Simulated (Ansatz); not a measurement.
**Mending a single-point calculation on Zr**

System: Zr (1 atom in the cell).
Method of the first run: DFT, PBE, plane waves, PAW (Ansatz 0.2.0).

The structure derives from an entry of the Crystallography Open Database. Text and figures count atoms from 1; the logs count them from 0 in places.

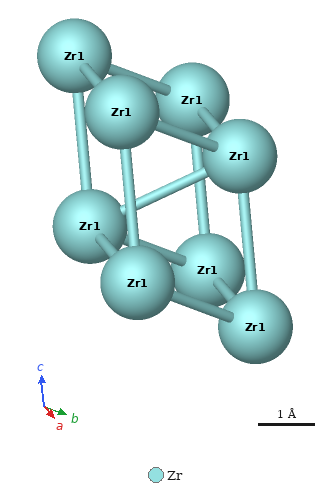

Figure 1. The structure as given in the input (ball-and-stick view of the cell of the calculation, seen slightly off an axis; atoms are numbered from 1 in the order of the input). Near neighbours in the crystal (not all of them lie inside the picture): Zr has 8 Zr at 3.08 to 3.11 Å.

## Input file, the first run
```yaml
crystal:
  lattice:
    - [-1.7995201, 1.7969318, 1.7742344]
    - [1.7977825, -1.8064886, 1.7820536]
    - [1.7826147, 1.7895832, -1.7837912]
  atoms:
    - { symbol: Zr, position: [0.0, 0.0, 0.0] }
basis:
  ecutwfc: 420
kpoints:
  mp_grid: { grid: [14, 14, 14] }
hamiltonian:
  xc: pbe
scf:
  occupations: { method: gaussian, width: 0.1 }
  mixing_beta: 60
  max_iter: 100
output:
  forces: true
  eigenvalues: true
  stress: true
```

Launched with:
```bash
ansatz run input.yaml --threads 1 --pin off --max-ram 1331MiB --backend cpu --events-out ev --progress --plain --runs-dir out
```

Hardware: 1 CPU thread, shared host.

## Output (the first run)
```
Error: YAML parse error: error: line 16 column 3: unknown field `mixing_beta`, expected one of max_iter, algorithm, n_extra_bands, self_checks, convergence, lower_state_search, omitted_lower_state_checks, lower_solution_reach, mixing, occupations, eigensolver, initial_density, exx
  --> <input>:16:3
   |
14 | scf:
15 |   occupations: { method: gaussian, width: 0.1 }
16 |   mixing_beta: 60
   |   ^ unknown field `mixing_beta`, expected one of max_iter, algorithm, n_extra_bands, self_checks, convergence, lower_state_search, omitted_lower_state_checks, lower_solution_reach, mixing, occupations, eigensolver, initial_density, exx
17 |   max_iter: 100
18 | output:
   |
```

What should be changed in this input?

Answer. A setting was made wrong on purpose: a keyword of another program (`scf.mixing_beta`). The program refused the input: “YAML parse error: error: line 16 column 3: unknown field `mixing_beta`, expected one of max_iter, algorithm, n_extra_bands, self_checks, convergence, lower_state_search, omitted_lower_state_checks, lower_solution_reach, mixing, occupations, eigensolver, initial_density, exx --> <input>:16:3 | 14 | scf: 15 | …”

A run of the same system that converges differs from this input as follows (lines with − go, lines with + come):
```diff
-  mixing_beta: 60
-  max_iter: 100
```

## Output, shortened to warnings, some set-up lines, iterations and results (the second run)
```
Basis set: ecut = 420 eV, 433 PW (Γ), exchange–correlation on 48×48×48 points (8 copies of the dense FFT grid, shifted against one another)
Symmetry: 2 space group operations
k-points: 1376 of 2744
Initial density: superposition of atomic densities (neutral atoms: chi_scale 0, normalization atom), corrected by the library's trained network
[...]
SCF iter   1: F=—  HF=-4183.757408 eV  |F-HF|=—  |Δ(HF+E_count)|=         —  Δρ=2.34e-3  dr2=9.69e-4  ethr=1.77e-3  ⟨swp⟩=5.0  Hψ=77660  notcnv=0
SCF iter   2: F=—  HF=-4183.756856 eV  |F-HF|=—  |Δ(HF+E_count)|=   5.52e-4  Δρ=9.02e-4  dr2=9.67e-5  ethr=8.08e-6  ⟨swp⟩=1.9  Hψ=26611  notcnv=0
SCF iter   3: F=—  HF=-4183.756883 eV  |F-HF|=—  |Δ(HF+E_count)|=   2.63e-5  Δρ=2.17e-4  dr2=5.40e-6  ethr=8.06e-7  ⟨swp⟩=1.1  Hψ=14055  notcnv=0
SCF iter   4: F=-4183.756885 eV  HF=-4183.756885 eV  |F-HF|=4.50e-8  |Δ(HF+E_count)|=   2.79e-6  Δρ=2.09e-5  dr2=3.37e-8  ethr=4.50e-8  ⟨swp⟩=2.0  Hψ=16351  notcnv=0
SCF iter   5: F=-4183.756885 eV  HF=-4183.756885 eV  |F-HF|=2.66e-10  |Δ(HF+E_count)|=   5.01e-8  Δρ=3.70e-6  dr2=1.29e-9  ethr=2.80e-10  ⟨swp⟩=2.1  Hψ=22048  notcnv=0
SCF iter   6: F=-4183.756885 eV  HF=-4183.756885 eV  |F-HF|=5.46e-12  |Δ(HF+E_count)|=  1.95e-10  Δρ=3.53e-7  dr2=1.61e-11  ethr=1.08e-11  ⟨swp⟩=1.2  Hψ=39764  notcnv=0
SCF 1 converged in 6 iterations: F = -4183.756885 eV  dr2 = 1.61e-11
SCF converged after 6 iterations
Free energy (F): -4183.756885 eV
Harris-Foulkes:  -4183.756885 eV  (|F-HF|=5.46e-12)
Internal energy: -4183.748408 eV  (E = F + TS)
E sigma→0 (E₀):  -4183.752647 eV
Entropy (-TS):   -0.008478 eV (-8.478 meV/atom)
Fermi energy:    14.052581 eV
--- Per-component energies (eV) ---
  E_band       = -92.209139
  E_kinetic    = 333.293659
  E_local      = -618.262686  (includes V_loc(G=0)·N_el)
  E_nonlocal   = 80.958392
  E_hartree    = 191.684156
  E_xc         = -161.569055
  E_vxc        = -190.835390  (∫ρ·V_xc dr)
  E_paw        = -2954.269847  (= ΣΔE_a)
  E_vpaw       = -80.731409  (= ΣTr[D̂ρ^β])
  E_aug_tail   = 0.000025  (compensation charges beyond the density's cutoff)
  E_ewald      = -1055.583051
  E_smearing   = -0.008478  (= −TS)
  E_closure    = 0.000000  (closes the sum)
  Σ components = -4183.756885   (vs F -4183.756885, Δ=0.00e0)
--- Forces (eV/Å), atoms counted from 1 ---
  atom   1  Zr     0.00000000     0.00000000     0.00000000
  max |Σ_I F_I| component: 0.00e0 eV/Å
--- Stress (GPa, compression-positive) ---
       -0.066005       0.323119       0.021610
        0.323119      -0.033991       0.168739
        0.021610       0.168739      -0.112028
  P = ⅓ Tr σ = -0.0707 GPa (-0.707 kbar)
```

## The two runs side by side

```tsv
quantity	the first run	the second run
outcome	refused	converged
free energy per atom (eV)	–	−4183.7569
gap on the mesh (eV)	–	0.00
pressure (GPa)	–	−0.07
volume per atom (Å³)	–	22.83
largest force (eV/Å)	–	0.000
SCF iterations	–	6
irreducible k-points	–	1376
plane waves at Γ	–	433
```
